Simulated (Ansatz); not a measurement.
# SiS$_{2}$: geometry relaxation (part 2 of 2)

SiS$_{2}$ (Ibam, 6 atoms in the cell); DFT r2SCAN, scalar-relativistic, plane waves, PAW, no spin polarisation (Ansatz 0.2.0); cutoff 500 eV, 6×6×6 k-mesh, Gaussian smearing of 0.05 eV. The structure derives from an entry of the Crystallography Open Database. It belongs to a series of runs on one base structure; here: volume 30.646 Å³/atom.

Geometry of the input (Å; fractional positions):
```
-3.6362  4.5540  2.7760
3.6362  -4.5540  2.7760
3.6362  4.5540  -2.7760
Si 0.7500  0.7500  0.0000
Si 0.2500  0.2500  0.0000
S  0.8757  0.8422  0.7178
S  0.1243  0.1578  0.2822
S  0.3757  0.6578  0.0335
S  0.6243  0.3422  0.9665
```

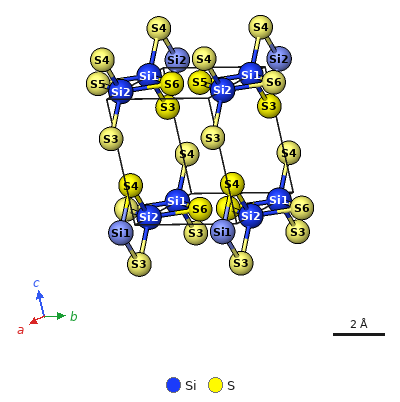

**Figure 1.** The geometry at step 2 of the log (ball-and-stick view of the reduced cell, seen slightly off an axis; neighbours outside the cell are drawn fainter; atoms are numbered from 1 in the order of the input).

The program's output, continued:
```
relax step   3: F+E_penalty+E_count = -4905.92132256 eV  Δ(F+E_penalty+E_count) = -3.183e-4 eV  max|allowed force component| = 2.434e-3 eV/Å  Δτ_max = 0.0015 Å  P = -0.249 GPa  Ω = 183.874 Å³  energy of the carried Pulay correction = +4.038e-18 eV  fix = [volume]  reactions: volume -0.249 GPa  (5 SCF iters, dr2 threshold 4.80e-8 eV, accepted)
Initial wavefunctions: pseudopotential atomic-orbital guess (no wavefunctions were taken with the density)
iter 1 solved again at ethr=1.54e-6 eV; its pass at ethr=3.10e-3 eV (dr2=4.93e-4 eV) is discarded
SCF iter   1: F=—  HF=-4905.921322 eV  |F-HF|=—  |Δ(HF+E_count)|=         —  Δρ=3.46e-6  dr2=1.82e-8  dr2_τ=4.01e-9  ethr=1.54e-6  ⟨swp⟩=3.0  Hψ=9241  notcnv=0
eigensolver tolerance schedule: the retry pair's looser diagonalisation over-reported the residual by 27074.38 of it (diagonalisation noise at an unbounded share of the residual, at the tolerance the schedule requests for it); recorded, not acted on — ethr = c·dr2/N_el stays at c = 1.0e-1
preconditioner: auto → Resta (q_TF=auto, 2.039 Å⁻¹)  ε∞=3.0  [insulator: Δε(μ)=3.532 eV  Ē_g=10.891 eV  σ=0.050 eV  W_gap=1.00  n_scr=24 (ndim 8)  ℏωp=15.5 eV  f_vac=0.169  D(μ)=0.00/eV (n_scr^D=0)  ε∞_Penn≈3.0]
SCF iter   2: F=—  HF=-4905.921319 eV  |F-HF|=—  |Δ(HF+E_count)|=   3.21e-6  Δρ=2.04e-6  dr2=8.41e-9  dr2_τ=8.75e-10  ethr=5.68e-11  ⟨swp⟩=4.1  Hψ=2666  notcnv=0
SCF iter   3: F=—  HF=-4905.921319 eV  |F-HF|=—  |Δ(HF+E_count)|=  7.62e-10  Δρ=1.17e-6  dr2=2.83e-9  dr2_τ=1.92e-10  ethr=2.63e-11  ⟨swp⟩=2.2  Hψ=1538  notcnv=0
SCF iter   4: F=—  HF=-4905.921319 eV  |F-HF|=—  |Δ(HF+E_count)|=   5.38e-9  Δρ=5.98e-7  dr2=1.26e-9  dr2_τ=4.83e-11  ethr=8.83e-12  ⟨swp⟩=2.0  Hψ=1724  notcnv=0
SCF iter   5: F=—  HF=-4905.921319 eV  |F-HF|=—  |Δ(HF+E_count)|=  3.19e-10  Δρ=2.93e-7  dr2=3.19e-10  dr2_τ=7.80e-12  ethr=3.94e-12  ⟨swp⟩=2.0  Hψ=1524  notcnv=0
SCF iter   6: F=-4905.921319 eV  HF=-4905.921319 eV  |F-HF|=9.09e-12  |Δ(HF+E_count)|=  5.28e-11  Δρ=7.68e-8  dr2=1.75e-11  dr2_τ=3.35e-13  ethr=1.00e-12  ⟨swp⟩=6.4  Hψ=4146  notcnv=0
SCF 4 converged in 6 iterations: F = -4905.921319 eV  dr2 = 1.75e-11
relax step   4: F+E_penalty+E_count = -4905.92131876 eV  Δ(F+E_penalty+E_count) = +3.800e-6 eV  max|allowed force component| = 2.420e-3 eV/Å  Δτ_max = 0.0000 Å  P = -0.249 GPa  Ω = 183.874 Å³  fix = [volume]  reactions: volume -0.249 GPa  stress off target by 2.19e-2 GPa on what of the cell is left free  SCF on the basis re-selected at this cell (its energy is not comparable with the rows above)  (6 SCF iters)
basis re-selected at this cell: Δ(F+E_penalty+E_count) = +3.800e-6 eV, ΔP = +0.000 GPa vs the last step (what re-selecting the basis moved, of the pressure what is left beyond the Pulay correction that the steps carried, after the strain that the cell walked since its last selection, with what the two solves' SCF thresholds leave and, on support functions, any second-order correction that the steps lacked; it is no measure of the basis error at this ecutwfc). This SCF's stress stands 2.19e-2 GPa from its target on what of the cell is left free (relax.cell.stress_tol is 1.00e-1 GPa) and its largest allowed force component is 2.42e-3 eV/Å (relax.f_tol is 1.00e-2 eV/Å): within both
SCF converged after 6 iterations
Free energy (F): -4905.921319 eV
Harris-Foulkes:  -4905.921319 eV  (|F-HF|=9.09e-12)
Internal energy: -4905.921319 eV  (E = F + TS)
E sigma→0 (E₀):  -4905.921319 eV
Fermi energy:    2.515504 eV
--- Per-component energies (eV) ---
  E_band       = -156.105662
  E_kinetic    = 511.980918
  E_local      = -1195.581596  (includes V_loc(G=0)·N_el)
  E_nonlocal   = 160.582740
  E_hartree    = 424.583026
  E_xc         = -470.406819
  E_vxc        = -480.505748  (∫ρ·V_xc dr)
  E_paw        = -3476.859936  (= ΣΔE_a)
  E_vpaw       = -25.376208  (= ΣTr[D̂ρ^β])
  E_aug_tail   = 0.000012  (compensation charges beyond the density's cutoff)
  E_vtau       = 23.628091  (kinetic-family band-sum trace: ∫τ·v_τ [+ j·A + Jᵃ·Aᵃ] dr)
  E_ewald      = -859.627730
  E_core_change = -0.591933  (= ΣΔE_core)
  E_smearing   = -0.000000  (= −TS)
  E_closure    = -0.000000  (closes the sum)
  Σ components = -4905.921319   (vs F -4905.921319, Δ=0.00e0)
--- Forces (eV/Å), atoms counted from 1 ---
  atom   1  Si     0.00000000    -0.00000000     0.00000000
  atom   2  Si    -0.00000000     0.00000000     0.00000000
  atom   3  S     -0.00242015    -0.00152428     0.00000000
  atom   4  S      0.00242015     0.00152428     0.00000000
  atom   5  S      0.00242015    -0.00152428     0.00000000
  atom   6  S     -0.00242015     0.00152428     0.00000000
  max |Σ_I F_I| component: 4.34e-19 eV/Å
--- Stress (GPa, compression-positive) ---
       -0.227648      -0.000000      -0.000000
       -0.000000      -0.247790       0.000000
       -0.000000       0.000000      -0.270509
  P = ⅓ Tr σ = -0.2486 GPa (-2.486 kbar)
--- Band table (eV; the first three rows and the last of 46) ---
  k-point 0: bands = ["-14.3939", "-12.3196", "-11.6589", "-11.6002", "-6.9828", "-5.0677", "-4.2624", "-3.1805", "-3.1794", "-2.0102", "-1.9382", "-0.9378", "-0.6854", "-0.2857", "-0.1434", "0.5597", "5.3144", "5.3567", "5.8102", "6.3086", "7.5632", "7.5989"]
  k-point 1: bands = ["-14.3816", "-12.3166", "-11.6814", "-11.6176", "-6.9954", "-5.0187", "-4.1962", "-3.1825", "-3.1124", "-1.9768", "-1.8906", "-0.9795", "-0.7534", "-0.4458", "-0.1949", "0.5886", "5.4576", "5.5174", "5.5813", "6.1456", "7.2787", "7.5836"]
  k-point 2: bands = ["-14.3564", "-12.3085", "-11.7530", "-11.6278", "-7.0199", "-4.9359", "-4.0202", "-3.1873", "-2.9673", "-1.9499", "-1.7450", "-1.0742", "-0.9945", "-0.7661", "-0.1937", "0.6502", "5.1977", "5.5363", "5.8262", "6.0969", "6.6741", "7.6451"]
  k-point 45: bands = ["-14.2940", "-12.2886", "-11.7999", "-11.7783", "-7.0822", "-4.6357", "-3.6566", "-2.9353", "-2.8489", "-1.6694", "-1.5630", "-1.2985", "-1.2192", "-1.1651", "-0.9841", "0.7498", "4.3662", "5.7242", "5.7289", "6.3531", "6.3698", "7.2218"]
--- Relaxed structure (3 steps of the walk, 3 accepted, 1 SCFs on fresh bases) ---
  F+E_penalty+E_count = -4905.92131876 eV   max|allowed force component| = 2.420e-3 eV/Å   (the final SCF, on the basis selected at the relaxed cell)
  cell:  # Å, volume = 183.8741 Å³
    - [-3.631366705189541, 4.542277886619002, 2.786870256869825]
    - [3.631366705189541, -4.542277886619002, 2.786870256869825]
    - [3.631366705189541, 4.542277886619002, -2.786870256869825]
  atoms:
    - { symbol: Si, position: [0.75, 0.75, 6.562344625936906e-20] }
    - { symbol: Si, position: [0.25, 0.25, 4.3036659369463824e-20] }
    - { symbol: S, position: [0.8748796949465409, 0.8414369304558422, 0.7163166254023832] }
    - { symbol: S, position: [0.12512030505345917, 0.15856306954415778, 0.28368337459761694] }
    - { symbol: S, position: [0.37487969494654094, 0.6585630695441579, 0.03344276449069861] }
    - { symbol: S, position: [0.6251203050534593, 0.3414369304558422, 0.9665572355093015] }
```

Trajectory as extended XYZ (Å, eV, eV/Å), 4 frames, from step=1 to step=4:
```
6
Lattice="-3.6362 4.5540 2.7760 3.6362 -4.5540 2.7760 3.6362 4.5540 -2.7760" Properties=species:S:1:pos:R:3:forces:R:3 step=1 energy=-4905.91730 pressure_GPa=0.38
Si    0.0000    0.0000    4.1640    0.0000   0.0000   0.0000
Si    0.0000    0.0000    1.3880    0.0000   0.0000   0.0000
S     2.4883    3.4218    2.7760   -0.1338  -0.1345   0.0000
S     1.1479    1.1322    0.0000    0.1338   0.1345   0.0000
S     1.1479   -1.1322    2.7760    0.1338  -0.1345   0.0000
S     2.4883    5.6863    0.0000   -0.1338   0.1345   0.0000
6
Lattice="-3.6344 4.5489 2.7805 3.6344 -4.5489 2.7805 3.6344 4.5489 -2.7805" Properties=species:S:1:pos:R:3:forces:R:3 step=2 energy=-4905.92100 pressure_GPa=-0.10
Si    0.0000    0.0000    4.1707    0.0000   0.0000   0.0000
Si    0.0000    0.0000    1.3902    0.0000   0.0000   0.0000
S     2.4825    3.4119    2.7805   -0.0185  -0.0182   0.0000
S     1.1519    1.1370    0.0000    0.0185   0.0182   0.0000
S     1.1519   -1.1370    2.7805    0.0185  -0.0182   0.0000
S     2.4825    5.6858    0.0000   -0.0185   0.0182   0.0000
6
Lattice="-3.6314 4.5423 2.7869 3.6314 -4.5423 2.7869 3.6314 4.5423 -2.7869" Properties=species:S:1:pos:R:3:forces:R:3 step=3 energy=-4905.92132 pressure_GPa=-0.25
Si    0.0000    0.0000    4.1803    0.0000   0.0000   0.0000
Si    0.0000    0.0000    1.3934    0.0000   0.0000   0.0000
S     2.4798    3.4056    2.7869   -0.0024  -0.0015   0.0000
S     1.1516    1.1367    0.0000    0.0024   0.0015   0.0000
S     1.1516   -1.1367    2.7869    0.0024  -0.0015   0.0000
S     2.4798    5.6789    0.0000   -0.0024   0.0015   0.0000
6
Lattice="-3.6314 4.5423 2.7869 3.6314 -4.5423 2.7869 3.6314 4.5423 -2.7869" Properties=species:S:1:pos:R:3:forces:R:3 step=4 energy=-4905.92132 pressure_GPa=-0.25
Si    0.0000    0.0000    4.1803    0.0000   0.0000   0.0000
Si    0.0000    0.0000    1.3934    0.0000   0.0000   0.0000
S     2.4798    3.4056    2.7869   -0.0024  -0.0015   0.0000
S     1.1516    1.1367    0.0000    0.0024   0.0015   0.0000
S     1.1516   -1.1367    2.7869    0.0024  -0.0015   0.0000
S     2.4798    5.6789    0.0000   -0.0024   0.0015   0.0000
```

Summary:

| quantity | value |
| --- | --- |
| outcome | converged |
| space group (tolerance 0.01 Å) | Ibam (72) |
| electrons treated | 32 |
| free energy | −4905.9213 eV |
| Fermi energy | 2.516 eV |
| gap on the k-point mesh | 3.53 eV |
| pressure | −0.25 GPa |
| final volume | 183.87 Å³ |
| largest force (length of the vector) at the end | 0.003 eV/Å |
| final cell | a = 6.449 Å, b = 6.449 Å, c = 6.449 Å, α = 111.46°, β = 90.44°, γ = 128.79° |
| hardware | 4 threads of Arm Neoverse V2, 24 GiB of memory available, shared host |
| wall time | 24 s (CPU time 92 s) |
| peak memory | 1 GiB |
